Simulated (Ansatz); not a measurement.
**Si33C32 (charge +2): geometry relaxation (part 1 of 2)**

System: Si33C32 (defect cell, 65 atoms in the cell, total charge +2).
Method: DFT, PBEsol, PAW, plane waves (Ansatz 0.2.0).

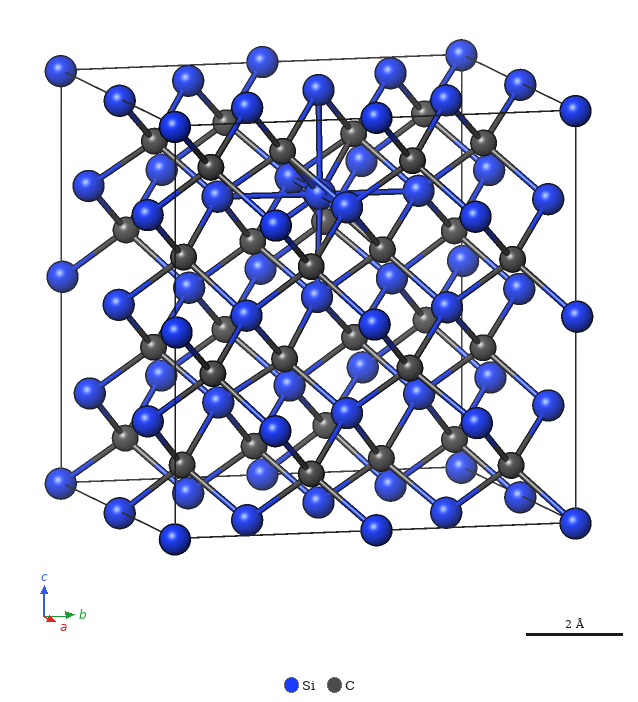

Fig. 1: The starting structure (ball-and-stick view of the cell of the calculation, seen slightly off an axis). Near neighbours in the crystal (not all of them lie inside the picture): Si has 4 C at 1.82 to 1.96 Å; Si has 4 C at 1.82 to 1.95 Å and 1 Si at 2.15 to 2.22 Å; Si has 4 C at 1.84 to 1.94 Å and 6 Si at 2.15 to 2.22 Å; C has 4 Si at 1.82 to 1.96 Å; C has 5 Si at 1.82 to 1.95 Å.

Input file
```yaml
crystal:
  lattice:
    - [8.713706, 0.000000, 0.000000]
    - [0.000000, 8.713706, 0.000000]
    - [0.000000, 0.000000, 8.713706]
  atoms:
    - { symbol: Si, position: [0.002765, 0.998546, 0.998008] }
    - { symbol: Si, position: [0.002620, 0.002926, 0.499342] }
    - { symbol: Si, position: [0.002062, 0.502046, 0.000653] }
    - { symbol: Si, position: [0.998458, 0.498456, 0.499131] }
    - { symbol: Si, position: [0.501535, 0.003612, 0.993547] }
    - { symbol: Si, position: [0.500288, 0.001407, 0.498630] }
    - { symbol: Si, position: [0.499633, 0.500381, 0.000154] }
    - { symbol: Si, position: [0.505243, 0.495053, 0.499489] }
    - { symbol: Si, position: [0.252064, 0.245632, 0.998899] }
    - { symbol: Si, position: [0.248687, 0.248990, 0.496596] }
    - { symbol: Si, position: [0.254985, 0.749933, 0.998238] }
    - { symbol: Si, position: [0.251733, 0.754200, 0.500352] }
    - { symbol: Si, position: [0.751981, 0.250371, 0.001130] }
    - { symbol: Si, position: [0.747300, 0.250140, 0.496273] }
    - { symbol: Si, position: [0.749857, 0.747961, 0.999623] }
    - { symbol: Si, position: [0.748437, 0.750506, 0.497527] }
    - { symbol: Si, position: [0.251164, 0.000171, 0.250324] }
    - { symbol: Si, position: [0.245295, 0.998776, 0.752570] }
    - { symbol: Si, position: [0.253514, 0.498398, 0.250607] }
    - { symbol: Si, position: [0.250291, 0.502072, 0.753857] }
    - { symbol: Si, position: [0.749852, 0.002816, 0.249894] }
    - { symbol: Si, position: [0.752402, 0.001840, 0.750438] }
    - { symbol: Si, position: [0.747647, 0.500891, 0.250477] }
    - { symbol: Si, position: [0.750264, 0.500346, 0.749721] }
    - { symbol: Si, position: [0.998587, 0.250435, 0.250099] }
    - { symbol: Si, position: [0.001775, 0.250797, 0.749017] }
    - { symbol: Si, position: [0.996198, 0.754243, 0.250007] }
    - { symbol: Si, position: [0.000063, 0.750048, 0.751037] }
    - { symbol: Si, position: [0.497069, 0.251028, 0.251983] }
    - { symbol: Si, position: [0.498291, 0.248761, 0.751097] }
    - { symbol: Si, position: [0.503192, 0.750666, 0.254235] }
    - { symbol: Si, position: [0.500109, 0.749919, 0.746266] }
    - { symbol: Si, position: [0.501237, 0.503533, 0.747761] }
    - { symbol: C, position: [0.123979, 0.124785, 0.119823] }
    - { symbol: C, position: [0.128784, 0.125562, 0.625241] }
    - { symbol: C, position: [0.120928, 0.626332, 0.130843] }
    - { symbol: C, position: [0.126552, 0.621746, 0.625871] }
    - { symbol: C, position: [0.623964, 0.124586, 0.122348] }
    - { symbol: C, position: [0.627785, 0.126993, 0.626711] }
    - { symbol: C, position: [0.624593, 0.621671, 0.119221] }
    - { symbol: C, position: [0.622759, 0.624855, 0.624881] }
    - { symbol: C, position: [0.375842, 0.374873, 0.124751] }
    - { symbol: C, position: [0.375391, 0.371516, 0.621079] }
    - { symbol: C, position: [0.378354, 0.874385, 0.122061] }
    - { symbol: C, position: [0.370538, 0.875977, 0.626806] }
    - { symbol: C, position: [0.877278, 0.375021, 0.125379] }
    - { symbol: C, position: [0.876086, 0.375087, 0.627621] }
    - { symbol: C, position: [0.875727, 0.874072, 0.126369] }
    - { symbol: C, position: [0.872099, 0.878918, 0.625376] }
    - { symbol: C, position: [0.374560, 0.124140, 0.374150] }
    - { symbol: C, position: [0.372628, 0.126919, 0.873405] }
    - { symbol: C, position: [0.376940, 0.625308, 0.379339] }
    - { symbol: C, position: [0.371578, 0.624625, 0.872013] }
    - { symbol: C, position: [0.877302, 0.129064, 0.377770] }
    - { symbol: C, position: [0.871548, 0.125750, 0.877500] }
    - { symbol: C, position: [0.876317, 0.621255, 0.372422] }
    - { symbol: C, position: [0.874562, 0.628234, 0.874626] }
    - { symbol: C, position: [0.125674, 0.373388, 0.374127] }
    - { symbol: C, position: [0.127870, 0.375010, 0.875488] }
    - { symbol: C, position: [0.128865, 0.874352, 0.377641] }
    - { symbol: C, position: [0.126363, 0.870946, 0.877580] }
    - { symbol: C, position: [0.627515, 0.379329, 0.370140] }
    - { symbol: C, position: [0.622895, 0.375574, 0.873143] }
    - { symbol: C, position: [0.624007, 0.875717, 0.377618] }
    - { symbol: C, position: [0.623259, 0.877346, 0.873964] }
  symmetry: { detect: false }
kpoints:
  mp_grid: { grid: [1, 1, 1], shift: [0.25, 0.25, 0.25] }
hamiltonian:
  xc: pbesol
total_charge: 2
scf:
  occupations: { method: fermi_dirac, width: 0.01 }
relax:
  f_tol: 0.03
  max_steps: 80
  escape_saddle: false
  adjacent_minimum: "off"
output:
  forces: true
  eigenvalues: true
  populations: true
  charged_corrections: { epsilon: 9.7 }
  write_density: true
  write_potential: true
  elf: true
  volumetric_format: npy
```

Run on 8 threads of Intel Xeon, 16 GiB of memory available, shared host.

Command:
```bash
ansatz run in.yaml --threads 8 --pin off --max-ram 15200MiB --runs-dir r --events-out ev --progress --plain
```

What the program printed
```
Pseudopotentials: kind: paw
Functional definition: PBEsol
  exchange = pbesol_x
  correlation = pbesol_c
Crystal: 65 atoms, lattice volume = 661.620 Å³
Basis set: ecut = 420 eV, 13037 PW (Γ), exchange–correlation on 120×120×120 points (8 copies of the dense FFT grid, shifted against one another)
Bands: 194, of which v1, the nominal top of the filled ones, is band 129 counted from 1 (128 counted from 0)
Symmetry: 1 space group operations
k-points: 1
Non-local potential: Si, projectors of the file, l = 0: 2, l = 1: 2, l = 2: 2
Non-local potential: C, projectors of the file, l = 0: 2, l = 1: 2, l = 2: 1
PAW form: soft (Blöchl's): semilocal exchange-correlation on the pseudo side does not see the compensation charge
PAW frozen core: Si, regenerated for the run's functional, and the local potential with it (the file was generated under x = pbe(κ = 0.804, μ = 0.2195149727645171), c = pbe(β = 0.06672455060314922))
PAW frozen core: C, regenerated for the run's functional, and the local potential with it (the file was generated under x = pbe(κ = 0.804, μ = 0.2195149727645171), c = pbe(β = 0.06672455060314922))
PAW one-centre angular grid: Si, 110 points (default); XC on 64 Gauss nodes
PAW one-centre angular grid: C, 110 points (default); XC on 64 Gauss nodes
Initial density: superposition of atomic densities (neutral atoms scaled as one to the charged cell's electrons: chi_scale 0, normalization atom), corrected by the library's trained network
Initial wavefunctions: pseudopotential atomic-orbital guess
Functional: x = pbesol(κ = 0.804, μ = 0.12345679012345678), c = pbesol(β = 0.046)
SCF iter   1: F=—  HF=-28430.498409 eV  |F-HF|=—  |Δ(HF+E_count)|=         —  Δρ=9.16e-3  dr2=1.29e0  ethr=1.77e-3  ⟨swp⟩=6.0  Hψ=908  notcnv=0  defer=28
preconditioner: auto → Resta (q_TF=auto, 2.332 Å⁻¹)  ε∞=4.8  [insulator: Δε(μ)=0.154 eV  Ē_g=11.826 eV  σ=0.010 eV  W_gap=1.00  n_scr=146 (ndim 8)  ℏωp=23.2 eV  f_vac=0.000  D(μ)=0.18/eV (n_scr^D=0)  ε∞_Penn≈4.8]
SCF iter   2: F=—  HF=-28430.206706 eV  |F-HF|=—  |Δ(HF+E_count)|=   2.92e-1  Δρ=4.16e-3  dr2=1.68e-1  ethr=4.99e-4  ⟨swp⟩=3.0  Hψ=232  notcnv=0  defer=59
SCF iter   3: F=—  HF=-28430.190809 eV  |F-HF|=—  |Δ(HF+E_count)|=   1.59e-2  Δρ=5.52e-3  dr2=3.86e-1  ethr=6.51e-5  ⟨swp⟩=3.0  Hψ=274  notcnv=0  defer=59  recentre
SCF iter   4: F=—  HF=-28430.188102 eV  |F-HF|=—  |Δ(HF+E_count)|=   2.71e-3  Δρ=3.45e-3  dr2=1.50e-1  ethr=6.51e-5  ⟨swp⟩=3.0  Hψ=240  notcnv=0  defer=59
SCF iter   5: F=—  HF=-28430.173181 eV  |F-HF|=—  |Δ(HF+E_count)|=   1.49e-2  Δρ=2.06e-3  dr2=5.36e-2  ethr=5.82e-5  ⟨swp⟩=2.0  Hψ=136  notcnv=0  defer=59
SCF iter   6: F=—  HF=-28430.168743 eV  |F-HF|=—  |Δ(HF+E_count)|=   4.44e-3  Δρ=9.96e-4  dr2=1.29e-2  ethr=2.08e-5  ⟨swp⟩=2.0  Hψ=136  notcnv=0  defer=59
SCF iter   7: F=—  HF=-28430.167758 eV  |F-HF|=—  |Δ(HF+E_count)|=   9.85e-4  Δρ=2.11e-4  dr2=5.74e-4  ethr=5.01e-6  ⟨swp⟩=1.0  Hψ=194  notcnv=0  defer=59
SCF iter   8: F=—  HF=-28430.167740 eV  |F-HF|=—  |Δ(HF+E_count)|=   1.76e-5  Δρ=1.10e-4  dr2=1.46e-4  ethr=2.22e-7  ⟨swp⟩=2.0  Hψ=136  notcnv=0  defer=59
SCF iter   9: F=—  HF=-28430.167733 eV  |F-HF|=—  |Δ(HF+E_count)|=   6.88e-6  Δρ=5.29e-5  dr2=3.47e-5  ethr=5.65e-8  ⟨swp⟩=2.0  Hψ=136  notcnv=0  defer=59
SCF iter  10: F=-28430.167730 eV  HF=-28430.167731 eV  |F-HF|=1.35e-6  |Δ(HF+E_count)|=   1.95e-6  Δρ=1.34e-5  dr2=2.15e-6  ethr=8.72e-9  ⟨swp⟩=20.0  Hψ=1895  notcnv=0
SCF 1 converged in 10 iterations: F = -28430.167730 eV  dr2 = 2.15e-6
  greatest PAW one-centre occupation: 0.664 electrons in one spin orbital (limit 2), on the C atom at site 42 (counted from 0), in its partial waves of l = 0
relax step   1: F+E_penalty+E_count = -28430.16773005 eV  Δ(F+E_penalty+E_count) = +0.000e0 eV  max|allowed force component| = 6.769e0 eV/Å  Δτ_max = 0.0000 Å  (10 SCF iters, dr2 threshold 2.25e-5 eV, accepted)
Initial density: handed on by an earlier stage of this run
Initial wavefunctions: those handed on with the density
iter 1 solved again at ethr=3.22e-4 eV; its pass at ethr=3.10e-3 eV (dr2=8.32e-1 eV) is discarded
SCF iter   1: F=—  HF=-28434.020559 eV  |F-HF|=—  |Δ(HF+E_count)|=         —  Δρ=9.14e-3  dr2=8.23e-1  ethr=3.22e-4  ⟨swp⟩=1.0  Hψ=697  notcnv=0  defer=59
preconditioner: auto → Resta (q_TF=auto, 2.332 Å⁻¹)  ε∞=4.8  [insulator: Δε(μ)=0.127 eV  Ē_g=11.880 eV  σ=0.010 eV  W_gap=1.00  n_scr=146 (ndim 8)  ℏωp=23.2 eV  f_vac=0.000  D(μ)=0.71/eV (n_scr^D=0)  ε∞_Penn≈4.8]
SCF iter   2: F=—  HF=-28433.847853 eV  |F-HF|=—  |Δ(HF+E_count)|=   1.73e-1  Δρ=4.19e-3  dr2=1.12e-1  ethr=3.19e-4  ⟨swp⟩=2.0  Hψ=201  notcnv=0  defer=59
SCF iter   3: F=—  HF=-28433.816967 eV  |F-HF|=—  |Δ(HF+E_count)|=   3.09e-2  Δρ=1.24e-3  dr2=8.77e-3  ethr=4.34e-5  ⟨swp⟩=2.0  Hψ=218  notcnv=0  defer=59
SCF iter   4: F=—  HF=-28433.815285 eV  |F-HF|=—  |Δ(HF+E_count)|=   1.68e-3  Δρ=2.64e-4  dr2=4.68e-4  ethr=3.40e-6  ⟨swp⟩=2.0  Hψ=297  notcnv=0  defer=59
SCF iter   5: F=-28433.815230 eV  HF=-28433.815252 eV  |F-HF|=2.25e-5  |Δ(HF+E_count)|=   3.22e-5  Δρ=8.08e-5  dr2=5.01e-5  ethr=3.88e-8  ⟨swp⟩=18.0  Hψ=1945  notcnv=0
SCF 2 converged in 5 iterations: F = -28433.815230 eV  dr2 = 5.01e-5
  greatest PAW one-centre occupation: 0.656 electrons in one spin orbital (limit 2), on the C atom at site 42 (counted from 0), in its partial waves of l = 0
relax step   2: F+E_penalty+E_count = -28433.81523000 eV  Δ(F+E_penalty+E_count) = -3.647e0 eV  max|allowed force component| = 3.293e0 eV/Å  Δτ_max = 0.1231 Å  (5 SCF iters, dr2 threshold 1.00e-4 eV, accepted)
preconditioner: auto → Resta (q_TF=auto, 2.332 Å⁻¹)  ε∞=4.8  [insulator: Δε(μ)=0.632 eV  Ē_g=11.877 eV  σ=0.010 eV  W_gap=1.00  n_scr=146 (ndim 8)  ℏωp=23.2 eV  f_vac=0.000  D(μ)=0.00/eV (n_scr^D=0)  ε∞_Penn≈4.8]
relax step   3: F+E_penalty+E_count = -28433.93505234 eV  Δ(F+E_penalty+E_count) = -1.198e-1 eV  max|allowed force component| = 2.252e0 eV/Å  Δτ_max = 0.2000 Å  (5 SCF iters, dr2 threshold 1.00e-4 eV, accepted)
preconditioner: auto → Resta (q_TF=auto, 2.332 Å⁻¹)  ε∞=4.8  [insulator: Δε(μ)=0.207 eV  Ē_g=11.876 eV  σ=0.010 eV  W_gap=1.00  n_scr=146 (ndim 8)  ℏωp=23.2 eV  f_vac=0.000  D(μ)=0.02/eV (n_scr^D=0)  ε∞_Penn≈4.8]
relax step   4: F+E_penalty+E_count = -28434.83538789 eV  Δ(F+E_penalty+E_count) = -9.003e-1 eV  max|allowed force component| = 7.581e-1 eV/Å  Δτ_max = 0.1575 Å  (5 SCF iters, dr2 threshold 1.00e-4 eV, accepted)
preconditioner: auto → Resta (q_TF=auto, 2.332 Å⁻¹)  ε∞=4.8  [insulator: Δε(μ)=0.211 eV  Ē_g=11.876 eV  σ=0.010 eV  W_gap=1.00  n_scr=146 (ndim 8)  ℏωp=23.2 eV  f_vac=0.000  D(μ)=0.01/eV (n_scr^D=0)  ε∞_Penn≈4.8]
relax step   5: F+E_penalty+E_count = -28434.88988327 eV  Δ(F+E_penalty+E_count) = -5.450e-2 eV  max|allowed force component| = 3.016e-1 eV/Å  Δτ_max = 0.0226 Å  (4 SCF iters, dr2 threshold 6.51e-5 eV, accepted)
preconditioner: auto → Resta (q_TF=auto, 2.332 Å⁻¹)  ε∞=4.8  [insulator: Δε(μ)=0.459 eV  Ē_g=11.885 eV  σ=0.010 eV  W_gap=1.00  n_scr=146 (ndim 8)  ℏωp=23.2 eV  f_vac=0.000  D(μ)=0.00/eV (n_scr^D=0)  ε∞_Penn≈4.8]
relax step   6: F+E_penalty+E_count = -28434.63924438 eV  Δ(F+E_penalty+E_count) = +2.506e-1 eV  max|allowed force component| = 5.987e-1 eV/Å  Δτ_max = 0.0492 Å  (5 SCF iters, dr2 threshold 1.03e-5 eV, rejected (line search))
preconditioner: auto → Resta (q_TF=auto, 2.332 Å⁻¹)  ε∞=4.8  [insulator: Δε(μ)=0.260 eV  Ē_g=11.880 eV  σ=0.010 eV  W_gap=1.00  n_scr=146 (ndim 8)  ℏωp=23.2 eV  f_vac=0.000  D(μ)=0.00/eV (n_scr^D=0)  ε∞_Penn≈4.8]
relax step   7: F+E_penalty+E_count = -28434.90616593 eV  Δ(F+E_penalty+E_count) = -1.628e-2 eV  max|allowed force component| = 1.390e-1 eV/Å  Δτ_max = 0.0187 Å  (7 SCF iters, accepted)
preconditioner: auto → Resta (q_TF=auto, 2.332 Å⁻¹)  ε∞=4.8  [insulator: Δε(μ)=0.216 eV  Ē_g=11.876 eV  σ=0.010 eV  W_gap=1.00  n_scr=146 (ndim 8)  ℏωp=23.2 eV  f_vac=0.000  D(μ)=0.01/eV (n_scr^D=0)  ε∞_Penn≈4.8]
SCF iter   3: F=—  HF=-28434.891042 eV  |F-HF|=—  |Δ(HF+E_count)|=   1.14e-3  Δρ=1.40e-4  dr2=1.02e-4  ethr=1.14e-6  ⟨swp⟩=2.0  Hψ=242  notcnv=0  defer=59
SCF iter   4: F=—  HF=-28434.891026 eV  |F-HF|=—  |Δ(HF+E_count)|=   1.50e-5  Δρ=3.41e-5  dr2=5.73e-6  ethr=3.95e-8  ⟨swp⟩=2.0  Hψ=257  notcnv=0  defer=59
SCF iter   5: F=-28434.891026 eV  HF=-28434.891027 eV  |F-HF|=1.65e-7  |Δ(HF+E_count)|=   1.31e-7  Δρ=6.43e-6  dr2=3.23e-7  ethr=1.19e-9  ⟨swp⟩=17.0  Hψ=1698  notcnv=0
SCF 8 converged in 5 iterations: F = -28434.891026 eV  dr2 = 3.23e-7
  greatest PAW one-centre occupation: 0.651 electrons in one spin orbital (limit 2), on the C atom at site 46 (counted from 0), in its partial waves of l = 0
relax step   8: F+E_penalty+E_count = -28434.89102644 eV  Δ(F+E_penalty+E_count) = +1.514e-2 eV  max|allowed force component| = 1.492e-1 eV/Å  Δτ_max = 0.0229 Å  (5 SCF iters, dr2 threshold 3.06e-6 eV, rejected (line search))
SCF iter   1: F=—  HF=-28434.913001 eV  |F-HF|=—  |Δ(HF+E_count)|=         —  Δρ=1.29e-3  dr2=1.15e-2  ethr=3.79e-5  ⟨swp⟩=3.0  Hψ=373  notcnv=0  defer=59
preconditioner: auto → Resta (q_TF=auto, 2.332 Å⁻¹)  ε∞=4.8  [insulator: Δε(μ)=0.221 eV  Ē_g=11.877 eV  σ=0.010 eV  W_gap=1.00  n_scr=146 (ndim 8)  ℏωp=23.2 eV  f_vac=0.000  D(μ)=0.01/eV (n_scr^D=0)  ε∞_Penn≈4.8]
SCF iter   2: F=—  HF=-28434.910134 eV  |F-HF|=—  |Δ(HF+E_count)|=   2.87e-3  Δρ=6.30e-4  dr2=2.38e-3  ethr=4.45e-6  ⟨swp⟩=1.0  Hψ=224  notcnv=0  defer=59
SCF iter   3: F=—  HF=-28434.909383 eV  |F-HF|=—  |Δ(HF+E_count)|=   7.51e-4  Δρ=1.42e-4  dr2=1.12e-4  ethr=9.22e-7  ⟨swp⟩=2.0  Hψ=242  notcnv=0  defer=59
SCF iter   4: F=—  HF=-28434.909375 eV  |F-HF|=—  |Δ(HF+E_count)|=   8.13e-6  Δρ=3.45e-5  dr2=5.59e-6  ethr=4.34e-8  ⟨swp⟩=2.0  Hψ=257  notcnv=0  defer=59
SCF iter   5: F=—  HF=-28434.909105 eV  |F-HF|=—  |Δ(HF+E_count)|=   2.70e-4  Δρ=5.49e-6  dr2=2.36e-7  ethr=2.17e-9  ⟨swp⟩=2.0  Hψ=264  notcnv=0  defer=59
SCF iter   6: F=-28434.909105 eV  HF=-28434.909105 eV  |F-HF|=1.31e-8  |Δ(HF+E_count)|=   2.60e-9  Δρ=1.79e-6  dr2=2.59e-8  ethr=3.88e-11  ⟨swp⟩=16.0  Hψ=1549  notcnv=0
SCF 9 converged in 6 iterations: F = -28434.909105 eV  dr2 = 2.59e-8
  greatest PAW one-centre occupation: 0.650 electrons in one spin orbital (limit 2), on the C atom at site 41 (counted from 0), in its partial waves of l = 0
relax step   9: F+E_penalty+E_count = -28434.90910463 eV  Δ(F+E_penalty+E_count) = -2.939e-3 eV  max|allowed force component| = 5.265e-2 eV/Å  Δτ_max = 0.0114 Å  (6 SCF iters, accepted)
SCF iter   1: F=—  HF=-28434.910096 eV  |F-HF|=—  |Δ(HF+E_count)|=         —  Δρ=2.82e-4  dr2=4.01e-4  ethr=2.68e-6  ⟨swp⟩=3.0  Hψ=374  notcnv=0  defer=59
preconditioner: auto → Resta (q_TF=auto, 2.332 Å⁻¹)  ε∞=4.8  [insulator: Δε(μ)=0.226 eV  Ē_g=11.875 eV  σ=0.010 eV  W_gap=1.00  n_scr=146 (ndim 8)  ℏωp=23.2 eV  f_vac=0.000  D(μ)=0.01/eV (n_scr^D=0)  ε∞_Penn≈4.8]
SCF iter   2: F=—  HF=-28434.909995 eV  |F-HF|=—  |Δ(HF+E_count)|=   1.01e-4  Δρ=1.49e-4  dr2=1.03e-4  ethr=1.56e-7  ⟨swp⟩=2.0  Hψ=237  notcnv=0  defer=59
SCF iter   3: F=—  HF=-28434.909945 eV  |F-HF|=—  |Δ(HF+E_count)|=   5.09e-5  Δρ=1.81e-5  dr2=2.02e-6  ethr=3.99e-8  ⟨swp⟩=2.0  Hψ=264  notcnv=0  defer=59
SCF iter   4: F=—  HF=-28434.909699 eV  |F-HF|=—  |Δ(HF+E_count)|=   2.46e-4  Δρ=5.40e-6  dr2=1.28e-7  ethr=7.83e-10  ⟨swp⟩=2.0  Hψ=264  notcnv=0  defer=59
SCF iter   5: F=-28434.909699 eV  HF=-28434.909699 eV  |F-HF|=2.54e-9  |Δ(HF+E_count)|=  9.93e-10  Δρ=1.16e-6  dr2=8.51e-9  ethr=3.88e-11  ⟨swp⟩=13.0  Hψ=1384  notcnv=0
SCF 10 converged in 5 iterations: F = -28434.909699 eV  dr2 = 8.51e-9
  greatest PAW one-centre occupation: 0.650 electrons in one spin orbital (limit 2), on the C atom at site 46 (counted from 0), in its partial waves of l = 0
relax step  10: F+E_penalty+E_count = -28434.90969884 eV  Δ(F+E_penalty+E_count) = -5.942e-4 eV  max|allowed force component| = 9.758e-3 eV/Å  Δτ_max = 0.0082 Å  (5 SCF iters, accepted)
```

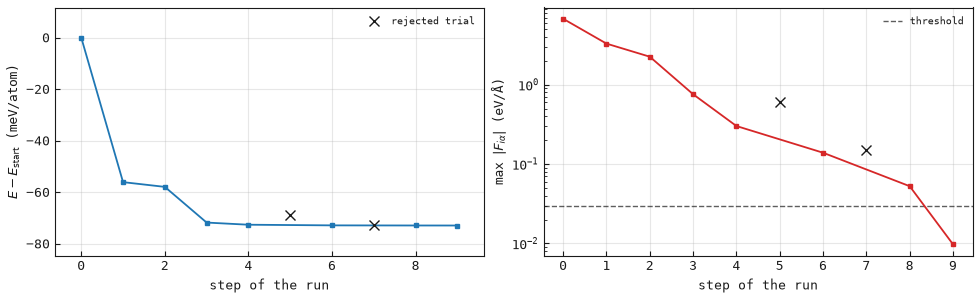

Fig. 2: Progress of the relaxation, step by step (the first geometry is step 0 here and step 1 in the log).
